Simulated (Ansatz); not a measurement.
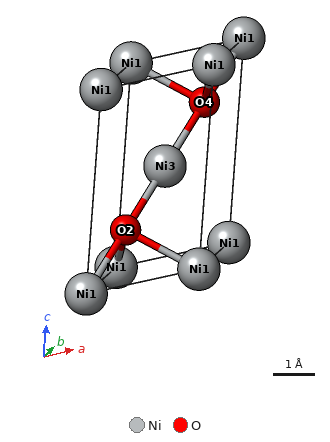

*The input geometry (ball-and-stick view of the reduced cell, seen slightly off an axis; atoms are numbered from 1 in the order of the input).*

Near neighbours in the crystal (not all of them lie inside the picture): Ni has 6 O at 2.09 Å; O has 6 Ni at 2.09 Å.

NiO: single-point calculation

System: NiO (Fm-3m, 4 atoms in the cell).
Method: DFT PBE+U, scalar-relativistic, plane waves, PAW, Ueff = 7 eV on Ni atom 1 d; Ueff = 7 eV on Ni atom 3 d, spin-polarised (Ansatz 0.2.0).

The structure derives from an entry of the Crystallography Open Database. It belongs to a series of runs on one base structure; here: from atoms, default search. Figures and captions count atoms from 1; the log counts them from 0 in places.

**Input file**
```yaml
crystal:
  lattice:
    - [0.0, 2.09130951, 2.09130951]
    - [2.09130951, 0.0, 2.09130951]
    - [4.18261902, 4.18261902, 0.0]
  atoms:
    - { symbol: Ni, position: [0.0, 0.0, 0.0], spin: 2.0 }
    - { symbol: O, position: [0.5, 0.5, 0.25] }
    - { symbol: Ni, position: [0.0, 0.0, 0.5], spin: -2.0 }
    - { symbol: O, position: [0.5, 0.5, 0.75] }
basis:
  ecutwfc: 420
  ecutrho_ratio: 4
kpoints:
  mp_grid: { grid: [8, 8, 8] }
hamiltonian:
  xc: pbe
  hubbard:
    sites: [{ site: 0, l: d, u_eff: 7.0 }, { site: 2, l: d, u_eff: 7.0 }]
scf:
  occupations: { method: gaussian, width: 0.05 }
output:
  forces: true
  stress: true
  eigenvalues: true
  populations: true
  hubbard: { sites: [{ site: 0, l: d }, { site: 2, l: d }] }
  write_density: true
  write_potential: true
  elf: true
  volumetric_format: npy
magnetization:
  spin_polarized: true
```

Launch command:
```bash
ansatz run input.yaml --threads 2 --pin off --max-ram 3072MiB --backend cpu --events-out ev --progress --plain --runs-dir out
```

**Log**
```
Ni: projections on atomic orbitals take those of the free atom [Ne] 3s2 3p6 3d8 4s2, of charge +0.00 (hamiltonian.pseudopotentials.projection_atoms); the dataset's partial waves leave at most 1.6e-6 of an orbital's norm unspanned inside its sphere
O: projections on atomic orbitals take those of the free atom [He] 2s2 2p4, of charge +0.00 (hamiltonian.pseudopotentials.projection_atoms); the dataset's partial waves leave at most 1.9e-8 of an orbital's norm unspanned inside its sphere
Engine: ansatz 0.2.0, aarch64-unknown-linux-gnu
Pseudopotentials: kind: paw
Pseudopotential: Ni, paw, valence charge 18, recommended cutoff 420 eV (normal), Ni.paw.azcp
Pseudopotential: O, paw, valence charge 6, recommended cutoff 420 eV (normal), O.paw.azcp
Functional definition: PBE
  parameter kappa = 0.804
  parameter beta = 0.06672455060314922
  exchange = pbe_x(kappa = kappa, mu = beta*pi^2/3)
  correlation = pbe_c(beta = beta)
Crystal: 4 atoms, lattice volume = 36.586 Å³
Basis set: ecut = 420 eV, 707 PW (Γ), exchange–correlation on 40×40×80 points (8 copies of the dense FFT grid, shifted against one another)
Bands: 32, of which v1, the nominal top of the filled ones, is band 24 counted from 1 (23 counted from 0)
Symmetry: 12 space group operations
Space group: R-3m (ITA 166), of the structure as read, at distance tolerance 3.3e-5 Å
Magnetic group: BNS 166.102 (UNI 1332), of the structure as read, at distance tolerance 3.3e-5 Å
k-points: 65 of 512
Non-local potential: Ni, projectors of the file, l = 0: 3, l = 1: 2, l = 2: 3, l = 3: 1
Non-local potential: O, projectors of the file, l = 0: 2, l = 1: 2, l = 2: 1
PAW form: soft (Blöchl's): semilocal exchange-correlation on the pseudo side does not see the compensation charge
PAW one-centre angular grid: Ni, 590 points (default); XC on 64 Gauss nodes
PAW one-centre angular grid: O, 110 points (default); XC on 64 Gauss nodes
Initial density: superposition of atomic densities (chi_scale 0.1, normalization cell, long waves kept (reshape's long-wave potential 0.00 eV rms))
Starting moments: Σ|m| = 4 μB on 2 of 4 sites
Starting magnetic order: antiferromagnet; a translation exchanges its spin sublattices: spin-degenerate at every k-point
Initial wavefunctions: pseudopotential atomic-orbital guess
Functional: x = pbe(κ = 0.804, μ = 0.2195149727645171), c = pbe(β = 0.06672455060314922)
SCF iter   1: F=—  HF=-12810.809117 eV  |F-HF|=—  |Δ(HF+E_count)|=         —  Δρ=2.86e-1 (↑2.86e-1 ↓2.86e-1)  dr2=6.31e1  dr2_m=8.74e0  M=0.000 μB ∫|m|=1.009 μB  β_m=0.30  ethr=3.10e-3  ⟨swp⟩=5.4  Hψ=7542  notcnv=0  defer=18
preconditioner: auto → Kerker (q_TF=auto, 2.855 Å⁻¹)  [metal: Δε(μ)=0.014 eV  Ē_g=15.043 eV  σ=0.050 eV  W_gap=0.16  n_scr=16 (ndim 8)  ℏωp=34.7 eV  f_vac=0.000  D(μ)=3.50/eV (n_scr^D=36)]
spin=Collinear: Kerker preconditioning applied to the charge; magnetization (m = ρ↑ − ρ↓) channel mixes plain (no charge-response kernel on spin).
SCF iter   2: F=—  HF=-12804.779782 eV  |F-HF|=—  |Δ(HF+E_count)|=    6.03e0  Δρ=6.18e-2 (↑6.18e-2 ↓6.18e-2)  dr2=9.23e-1  dr2_m=4.37e-1  M=0.000 μB ∫|m|=2.901 μB  β_m=1.00  ethr=3.10e-3  ⟨swp⟩=4.0  Hψ=5194  notcnv=0  defer=186
preconditioner: auto → none  [insulator: Δε(μ)=0.704 eV  Ē_g=14.021 eV  σ=0.050 eV  W_gap=1.00  n_scr=16 (ndim 8)  ℏωp=34.7 eV  f_vac=0.000  D(μ)=0.00/eV (n_scr^D=0)  ε∞_Penn≈7.1]
SCF iter   3: F=—  HF=-12806.075310 eV  |F-HF|=—  |Δ(HF+E_count)|=    1.30e0  Δρ=3.92e-2 (↑3.92e-2 ↓3.92e-2)  dr2=4.42e-1  dr2_m=8.68e-2  M=0.000 μB ∫|m|=3.180 μB  β_m=1.00  ethr=1.92e-3  ⟨swp⟩=3.9  Hψ=4597  notcnv=0  defer=215
SCF iter   4: F=—  HF=-12807.319256 eV  |F-HF|=—  |Δ(HF+E_count)|=    1.24e0  Δρ=1.56e-2 (↑1.56e-2 ↓1.56e-2)  dr2=1.60e-1  dr2_m=5.35e-3  M=0.000 μB ∫|m|=3.229 μB  β_m=1.00  ethr=9.22e-4  ⟨swp⟩=3.1  Hψ=4515  notcnv=0  defer=218
SCF iter   5: F=—  HF=-12808.079426 eV  |F-HF|=—  |Δ(HF+E_count)|=   7.60e-1  Δρ=2.05e-2 (↑2.05e-2 ↓2.05e-2)  dr2=1.96e-1  dr2_m=6.57e-2  M=0.000 μB ∫|m|=3.434 μB  β_m=1.00  ethr=3.34e-4  ⟨swp⟩=3.2  Hψ=3514  notcnv=0  defer=221
SCF iter   6: F=—  HF=-12808.604605 eV  |F-HF|=—  |Δ(HF+E_count)|=   5.25e-1  Δρ=1.43e-2 (↑1.43e-2 ↓1.43e-2)  dr2=2.04e-1  dr2_m=1.05e-2  M=0.000 μB ∫|m|=3.512 μB  β_m=1.00  ethr=3.34e-4  ⟨swp⟩=2.0  Hψ=2752  notcnv=0  defer=221
SCF iter   7: F=—  HF=-12808.903606 eV  |F-HF|=—  |Δ(HF+E_count)|=   2.99e-1  Δρ=6.66e-3 (↑6.66e-3 ↓6.66e-3)  dr2=5.09e-2  dr2_m=1.41e-3  M=0.000 μB ∫|m|=3.534 μB  β_m=0.30  ethr=3.34e-4  ⟨swp⟩=2.2  Hψ=2826  notcnv=0  defer=221
Mixer restart at iter 7: flushing history
spin-set hold released at iteration 7 (site moments contracting): the magnetisation degrees of freedom join the quasi-Newton model from the next iteration; the mixer history was flushed
SCF iter   8: F=—  HF=-12809.097399 eV  |F-HF|=—  |Δ(HF+E_count)|=   1.94e-1  Δρ=3.12e-3 (↑3.12e-3 ↓3.12e-3)  dr2=2.39e-3  dr2_m=2.08e-3  M=0.000 μB ∫|m|=3.544 μB  β_m=0.58  ethr=1.06e-4  ⟨swp⟩=2.0  Hψ=3601  notcnv=0  defer=224
SCF iter   9: F=—  HF=-12809.381908 eV  |F-HF|=—  |Δ(HF+E_count)|=   2.85e-1  Δρ=1.56e-2 (↑1.56e-2 ↓1.56e-2)  dr2=2.19e-1  dr2_m=1.61e-2  M=0.000 μB ∫|m|=3.650 μB  β_m=0.58  ethr=4.99e-6  ⟨swp⟩=3.0  Hψ=4195  notcnv=0  defer=224
SCF iter  10: F=—  HF=-12809.353103 eV  |F-HF|=—  |Δ(HF+E_count)|=   2.88e-2  Δρ=3.10e-3 (↑3.10e-3 ↓3.10e-3)  dr2=1.03e-3  dr2_m=2.83e-3  M=0.000 μB ∫|m|=3.636 μB  β_m=0.79  ethr=4.99e-6  ⟨swp⟩=3.0  Hψ=4712  notcnv=0  defer=224
SCF iter  11: F=—  HF=-12809.354716 eV  |F-HF|=—  |Δ(HF+E_count)|=   1.61e-3  Δρ=1.27e-3 (↑1.27e-3 ↓1.27e-3)  dr2=1.25e-3  dr2_m=3.34e-5  M=0.000 μB ∫|m|=3.636 μB  β_m=0.60  ethr=2.15e-6  ⟨swp⟩=2.0  Hψ=4184  notcnv=0  defer=224
SCF iter  12: F=—  HF=-12809.354239 eV  |F-HF|=—  |Δ(HF+E_count)|=   4.77e-4  Δρ=1.39e-4 (↑1.39e-4 ↓1.39e-4)  dr2=5.59e-6  dr2_m=3.67e-6  M=0.000 μB ∫|m|=3.635 μB  β_m=0.80  ethr=2.15e-6  ⟨swp⟩=2.0  Hψ=3019  notcnv=0  defer=224
SCF iter  13: F=—  HF=-12809.354249 eV  |F-HF|=—  |Δ(HF+E_count)|=   9.82e-6  Δρ=9.01e-5 (↑9.01e-5 ↓9.01e-5)  dr2=9.92e-7  dr2_m=1.53e-6  M=0.000 μB ∫|m|=3.636 μB  β_m=0.90  ethr=1.17e-8  ⟨swp⟩=2.2  Hψ=3236  notcnv=0  defer=224
SCF iter  14: F=—  HF=-12809.354260 eV  |F-HF|=—  |Δ(HF+E_count)|=   1.18e-5  Δρ=3.84e-5 (↑3.84e-5 ↓3.84e-5)  dr2=1.47e-7  dr2_m=3.15e-7  M=0.000 μB ∫|m|=3.635 μB  β_m=0.95  ethr=2.07e-9  ⟨swp⟩=2.0  Hψ=3416  notcnv=0  defer=224
SCF iter  15: F=-12809.354262 eV  HF=-12809.354262 eV  |F-HF|=5.02e-9  |Δ(HF+E_count)|=   2.00e-6  Δρ=5.63e-6 (↑5.63e-6 ↓5.63e-6)  dr2=6.29e-9  dr2_m=8.72e-9  M=0.000 μB ∫|m|=3.635 μB  ethr=2.08e-10  ⟨swp⟩=13.6  Hψ=16260  notcnv=0
SCF 1 converged in 15 iterations: F = -12809.354262 eV  dr2 = 6.29e-9
  greatest PAW one-centre occupation: 1.002 electrons in one spin orbital (limit 2), on the Ni atom at site 2 (counted from 0), in its partial waves of l = 1
Symmetry: 4 space group operations
k-points: 150 of 512
Initial density: read from a saved state, or passed on in memory by an earlier SCF of this step, an earlier step, the calling program or the single point that the run made first
Starting moments: Σ|m| = 4 μB on 2 of 4 sites; this step starts from the density that it was given
Initial wavefunctions: those read from a saved state, or passed on in memory by an earlier step or the calling program
the translation (0, 0, 0.5) carries every atom to within crystal.symmetry.tolerance of an atom of its element with the starting moment reversed, but both spin channels are solved: the run starts from a saved state that isn't shown to keep it, or this solve from the single point that its walk made first
iter 1 solved again at ethr=1.31e-11 eV; its pass at ethr=2.08e-6 eV (dr2=6.29e-9 eV) is discarded
SCF iter   1: F=—  HF=-12809.354262 eV  |F-HF|=—  |Δ(HF+E_count)|=         —  Δρ=5.63e-6 (↑5.63e-6 ↓5.63e-6)  dr2=6.29e-9  dr2_m=8.72e-9  M=0.000 μB ∫|m|=3.635 μB  ethr=1.31e-11  ⟨swp⟩=1.0  Hψ=43284  notcnv=0
preconditioner: auto → none  [insulator: Δε(μ)=3.134 eV  Ē_g=15.269 eV  σ=0.050 eV  W_gap=1.00  n_scr=16 (ndim 8)  ℏωp=34.7 eV  f_vac=0.000  D(μ)=0.00/eV (n_scr^D=0)  ε∞_Penn≈6.2]
SCF converged after 15 iterations
Magnetization: 0.0000 μB (24.0000 up, 24.0000 down)
Absolute magnetization: 3.6330 μB (∫|ρ↑−ρ↓|, with the PAW one-centre terms)
Spin contamination: 1.9380 ħ² per cell (⟨S²⟩ above its minimum at these occupations)
Per-site moments (μB) at R_I (Å): [(1.6900463326397284, 0.8626651728749998), (4.005597849866787e-18, 0.862665172875), (-1.6900463326397288, 0.862665172875), (1.5118153617539973e-17, 0.8626651728749998)]
Free energy (F): -12809.354262 eV
Harris-Foulkes:  -12809.354262 eV  (|F-HF|=5.02e-9)
Internal energy: -12809.354262 eV  (E = F + TS)
E sigma→0 (E₀):  -12809.354262 eV
Fermi energy:    14.514470 eV
--- Per-component energies (eV) ---
  E_band       = -724.401464
  E_kinetic    = 900.470310
  E_local      = -7989.275315  (includes V_loc(G=0)·N_el)
  E_nonlocal   = 1380.107085
  E_hartree    = 3281.210316
  E_xc         = -312.449839
  E_vxc        = -400.786921  (∫ρ·V_xc dr)
  E_hubbard    = 1.814215  (on-site DFT+U / exact-exchange correction)
  E_vhub       = -54.173139  (the Hubbard potential's part of the band-sum identity)
  E_paw        = -3578.472003  (= ΣΔE_a)
  E_vpaw       = -1123.175186  (= ΣTr[D̂ρ^β])
  E_aug_tail   = 0.005770  (compensation charges beyond the density's cutoff)
  E_ewald      = -6492.764802
  E_smearing   = -0.000000  (= −TS)
  E_closure    = -0.000000  (closes the sum)
  Σ components = -12809.354262   (vs F -12809.354262, Δ=0.00e0)
--- Forces (eV/Å), atoms counted from 1 ---
  atom   1  Ni    -0.00000000     0.00000000     0.00000000
  atom   2  O     -0.00000000    -0.00000000     0.00000000
  atom   3  Ni     0.00000000    -0.00000000    -0.00000000
  atom   4  O      0.00000000     0.00000000    -0.00000000
  max |Σ_I F_I| component: 1.26e-28 eV/Å
--- Stress (GPa, compression-positive) ---
       10.817555      -0.088589       0.088589
       -0.088589      10.817555       0.088589
        0.088589       0.088589      10.817555
  P = ⅓ Tr σ = 10.8176 GPa (108.176 kbar)
--- Band table (eV; the first three rows and the last of 130) ---
  k-point 0 ↑: bands = ["-90.8510", "-88.6357", "-51.2242", "-51.2113", "-51.2113", "-49.0627", "-49.0488", "-49.0488", "-5.4076", "-3.9405", "5.4602", "6.2589", "6.2589", "7.8647", "7.8647", "8.1044", "8.9333", "8.9333", "10.5039", "12.0601", "12.0601", "12.0636", "12.1540", "12.1540", "16.0810", "17.4798", "17.4798", "20.0178", "24.7001", "28.3788", "28.3788", "32.0666"]
  k-point 1 ↑: bands = ["-90.8509", "-88.6356", "-51.2242", "-51.2113", "-51.2113", "-49.0627", "-49.0488", "-49.0488", "-5.3607", "-4.0086", "5.5846", "6.2690", "6.2690", "7.8736", "7.8736", "8.0624", "8.9054", "8.9054", "10.4757", "11.8050", "11.8301", "11.8301", "12.4084", "12.4084", "16.4047", "17.4533", "17.4533", "20.0089", "24.7568", "28.5409", "28.5409", "30.9692"]
  k-point 2 ↑: bands = ["-90.8508", "-88.6354", "-51.2242", "-51.2113", "-51.2113", "-49.0628", "-49.0488", "-49.0488", "-5.2242", "-4.1954", "5.9341", "6.2938", "6.2938", "7.8968", "7.8968", "7.9182", "8.8360", "8.8360", "10.4036", "11.2684", "11.6174", "11.6174", "12.6805", "12.6805", "17.1614", "17.3885", "17.3885", "19.8981", "25.0063", "29.0078", "29.0078", "29.3947"]
  k-point 64 ↓: bands = ["-90.8488", "-88.6332", "-51.2292", "-51.2236", "-51.2210", "-49.0691", "-49.0626", "-49.0594", "-3.9562", "-3.8479", "6.1235", "6.3516", "6.9245", "7.2582", "7.3022", "7.5350", "8.7755", "9.0212", "10.0708", "10.2633", "10.7621", "11.0124", "11.4721", "11.8430", "17.2447", "17.5001", "23.2450", "23.4063", "23.9292", "24.0229", "25.2458", "25.2848"]
Occupation matrices written to [file]
--- Löwdin populations: 4 sites ---
  site symbol       q [e]    m [muB]
     0     Ni     16.7931     1.6904
     1      O      7.0865     0.0000
     2     Ni     16.7931    -1.6904
     3      O      7.0865     0.0000
  spilling = 0.005016 (of n_electrons = 48.000000)
--- Occupation matrices: 2 shells (run DFT+U table (all-electron-ortho-atomic); ε = 4.56e-3) ---
  Ni0 d_3D: site group Oh (m-3m); on the run's cell D3d (-3m)
  Ni0 d_3D up     Tr n = 4.9873  λ = 0.995 0.995 0.999 0.999 0.999  [5× z2 0.20 (T2g 0.60) T2g(0.60)/Eg(0.80)]
  Ni0 d_3D dn     Tr n = 3.2700  λ = 0.139 0.139 0.997 0.997 0.997  [2× z2 0.50 (Eg 1.00) Eg(1.00)/Eg(1.00) | 3× xz 0.33 (T2g 1.00) T2g(1.00)/Eg(0.67)]
  Ni2 d_3D: site group Oh (m-3m); on the run's cell D3d (-3m)
  Ni2 d_3D up     Tr n = 3.2700  λ = 0.139 0.139 0.997 0.997 0.997  [2× z2 0.50 (Eg 1.00) Eg(1.00)/Eg(1.00) | 3× xz 0.33 (T2g 1.00) T2g(1.00)/Eg(0.67)]
  Ni2 d_3D dn     Tr n = 4.9873  λ = 0.995 0.995 0.999 0.999 0.999  [5× z2 0.20 (T2g 0.60) T2g(0.60)/Eg(0.80)]
  Tr n, λ and their labels are of the run-group-symmetrised matrices; stabiliser: 24 of 48 elements of G0×{1,Θ} (closed), max defect 3.3e-15 at τ = 9.7e-4
```

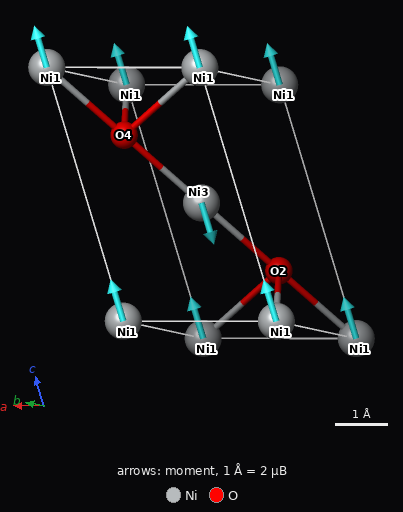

*Magnetic moments of the sites as teal arrows (ball-and-stick view of the reduced cell, seen at an oblique angle; atoms are numbered from 1 in the order of the input); small moments hardly show. The run is collinear, so the axis drawn is arbitrary.*

Site moments: Ni3 (−1.69 μB); Ni1 (1.69 μB). They are counted near the atoms and needn't add up to the moment of the cell.

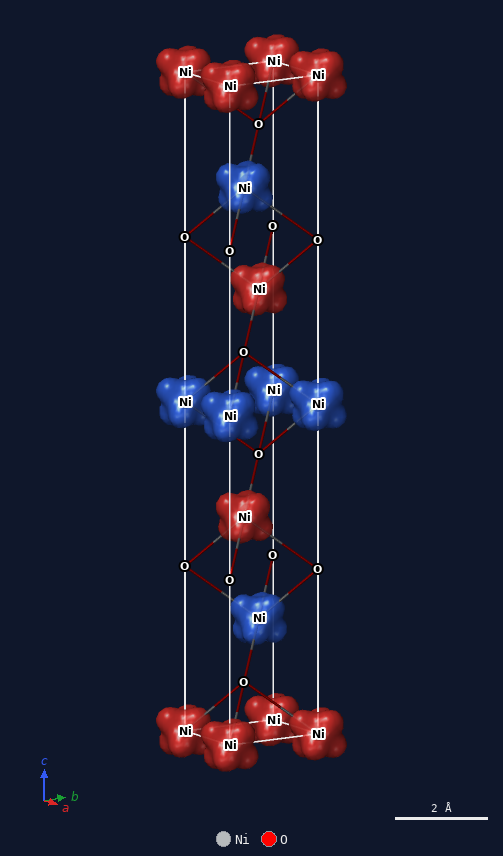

*Isosurfaces of the spin density at +0.5 (red) and −0.5 e/Å³ (blue), seen slightly off an axis. Sticks mark near contacts. The outline is the cell set on symmetry axes of the magnetic structure.*

The cell of the calculation (4 atoms) carries 0.0 μB net. Core electrons are frozen (PAW), so the fields are smoothed inside the atomic spheres.

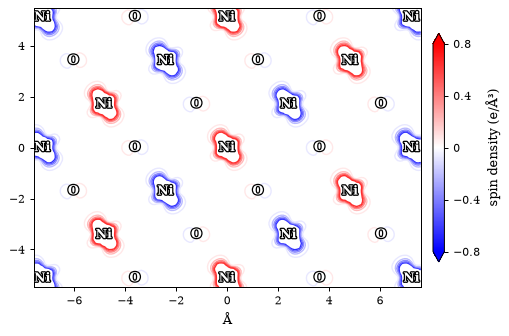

*Spin density (up minus down) on the (110) plane of the conventional cell of the magnetic structure.*

The plane passes through Ni and O nuclei. The cell of the calculation (4 atoms) carries 0.0 μB net.

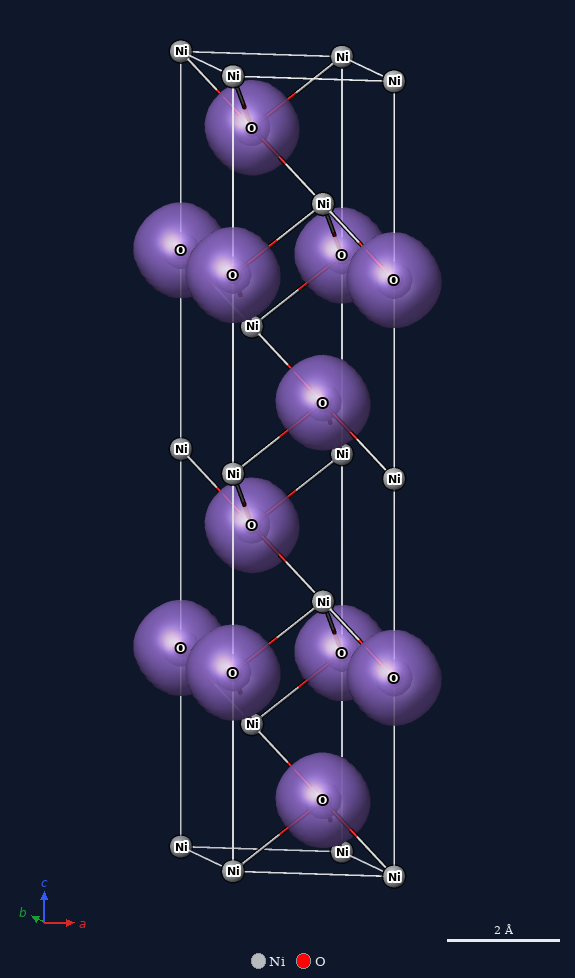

*Isosurface of the electron localisation function at 0.65 (purple), seen slightly off an axis. Only the valence region is drawn (cores and ρ < 0.01 e/Å³ removed). Sticks mark near contacts. The outline is the cell set on symmetry axes of the magnetic structure.*

Along the contacts the grid gives the following. Ni–O (2.09 Å): the ELF is about 0.15 at the midpoint.

**Results in brief**

```json
{"quantity": "outcome", "value": "converged"}
{"quantity": "space group (tolerance 0.01 Å)", "value": "Fm-3m (225)"}
{"quantity": "electrons treated", "value": "48"}
{"quantity": "free energy", "value": "−12809.3543 eV"}
{"quantity": "Fermi energy", "value": "14.514 eV"}
{"quantity": "gap on the k-point mesh", "value": "3.13 eV"}
{"quantity": "net moment of the cell", "value": "0.00 μB"}
{"quantity": "integrated absolute moment", "value": "3.63 μB"}
{"quantity": "pressure", "value": "10.82 GPa"}
{"quantity": "largest force (length of the vector)", "value": "under 0.001 eV/Å"}
{"quantity": "hardware", "value": "2 threads of Arm Neoverse V2, 24 GiB of memory available, shared host"}
{"quantity": "wall time", "value": "12 s (CPU time 23 s)"}
{"quantity": "peak memory", "value": "0.84 GiB"}
```

**Notes**

The cell is under a pressure of 10.8 GPa at this level, so it is not at its equilibrium volume.
